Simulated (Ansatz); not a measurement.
# Cu₃₂O₁₅ (cell with a defect): what the fields show

```cif
data_structure
_symmetry_space_group_name_H-M 'P 1'
_symmetry_Int_Tables_number 1
_cell_length_a 8.5965
_cell_length_b 8.5965
_cell_length_c 8.5965
_cell_angle_alpha 90.000
_cell_angle_beta 90.000
_cell_angle_gamma 90.000
_cell_volume 635.28
loop_
_atom_site_label
_atom_site_type_symbol
_atom_site_fract_x
_atom_site_fract_y
_atom_site_fract_z
_atom_site_occupancy
Cu1 Cu 0.37804 0.13007 0.13031 1
Cu2 Cu 0.37684 0.62315 0.12914 1
Cu3 Cu 0.37690 0.12885 0.62342 1
Cu4 Cu 0.39679 0.60322 0.60350 1
Cu5 Cu 0.87506 0.12494 0.12526 1
Cu6 Cu 0.86997 0.62199 0.13035 1
Cu7 Cu 0.86999 0.13009 0.62227 1
Cu8 Cu 0.87118 0.62313 0.62345 1
Cu9 Cu 0.39683 0.39681 0.39706 1
Cu10 Cu 0.37684 0.87122 0.37711 1
Cu11 Cu 0.37689 0.37682 0.87154 1
Cu12 Cu 0.37808 0.86995 0.87020 1
Cu13 Cu 0.87125 0.37683 0.37714 1
Cu14 Cu 0.86995 0.86999 0.37835 1
Cu15 Cu 0.86995 0.37808 0.87023 1
Cu16 Cu 0.87502 0.87495 0.87529 1
Cu17 Cu 0.13009 0.13010 0.37837 1
Cu18 Cu 0.12880 0.62316 0.37713 1
Cu19 Cu 0.12504 0.12493 0.87524 1
Cu20 Cu 0.13007 0.62199 0.87024 1
Cu21 Cu 0.62326 0.12868 0.37708 1
Cu22 Cu 0.60322 0.60330 0.39712 1
Cu23 Cu 0.62195 0.13012 0.87024 1
Cu24 Cu 0.62312 0.62310 0.87148 1
Cu25 Cu 0.13007 0.37807 0.13034 1
Cu26 Cu 0.12497 0.87496 0.12522 1
Cu27 Cu 0.12887 0.37683 0.62344 1
Cu28 Cu 0.13006 0.86999 0.62228 1
Cu29 Cu 0.62324 0.37681 0.12911 1
Cu30 Cu 0.62199 0.87002 0.13034 1
Cu31 Cu 0.60325 0.39685 0.60351 1
Cu32 Cu 0.62310 0.87107 0.62340 1
O1 O 0.50003 0.99998 0.50027 1
O2 O 0.50002 0.49998 0.00037 1
O3 O 0.50001 0.00002 0.00026 1
O4 O 0.00003 0.50000 0.50031 1
O5 O 0.00002 0.00003 0.50031 1
O6 O 0.00002 0.50002 0.00028 1
O7 O 0.00002 0.99997 0.00023 1
O8 O 0.26214 0.26213 0.26239 1
O9 O 0.24987 0.75014 0.25018 1
O10 O 0.24995 0.24989 0.75042 1
O11 O 0.26213 0.73789 0.73816 1
O12 O 0.75020 0.24985 0.25018 1
O13 O 0.73790 0.73793 0.26240 1
O14 O 0.73791 0.26215 0.73817 1
O15 O 0.75008 0.75007 0.75041 1
```

Computed without spin polarisation.

Level of theory: DFT PBE, scalar-relativistic, plane waves, PAW (Ansatz).

The density is the valence pseudo-density of a PAW calculation; it isn't the true density close to the nuclei.

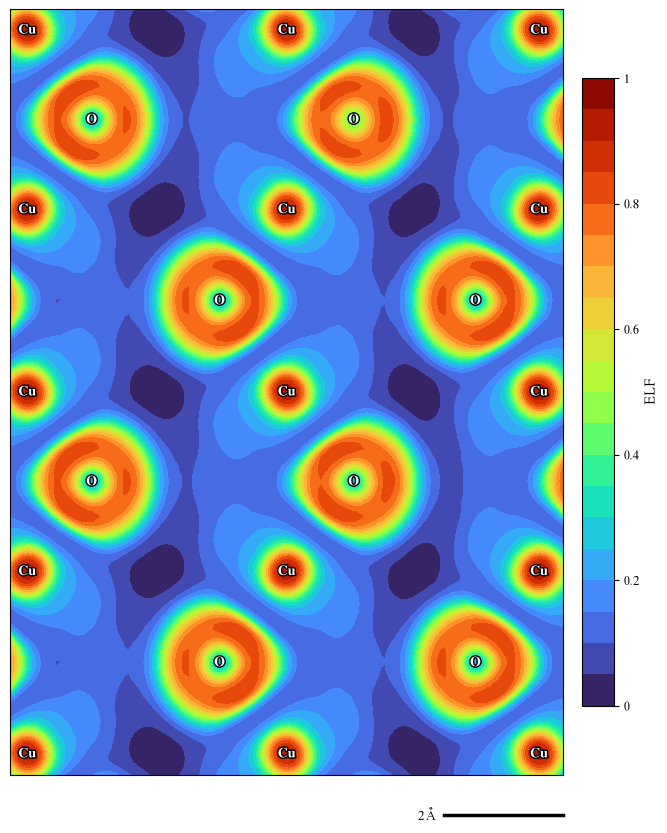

Figure 1. ELF on the (101) plane of the calculation cell.

> What do the fields say about this system?

The section cuts through Cu and O sites.
Cu–O (1.86 Å): the ELF peaks at about 0.85 in the valence shell of O, 0.6 Å from its nucleus, and is about 0.25 at the midpoint; no localised pair shows between them.
The features right at Cu lie inside the PAW spheres, where the map follows smoothed inner orbitals and isn't to be read closely.

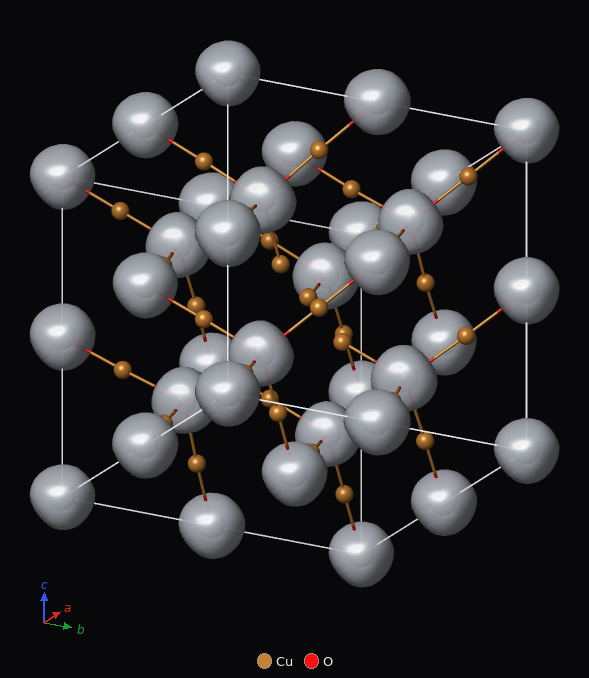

Figure 2. Isosurface of the electron localisation function at 0.65 (grey), seen at an oblique angle. Only the valence region is drawn (cores and ρ < 0.01 e/Å³ removed). Sticks mark near contacts.

> Describe the localisation domains.

The surface consists of 15 regions wrapped around O (the valence shell of each), counted in one cell of 47 atoms. Any copies at cell faces, edges or corners count once. Profiles from the grid: Cu–O (2.01 Å): the ELF peaks at about 0.85 in the valence shell of O, 0.6 Å from its nucleus, and is about 0.20 at the midpoint: no shared electron pair shows on this line.

> Metal or insulator at this level of theory?

It is gapped, with a Kohn–Sham gap of 1.1 eV on the k-point mesh (the band edges may lie off the mesh, which would make the gap smaller).
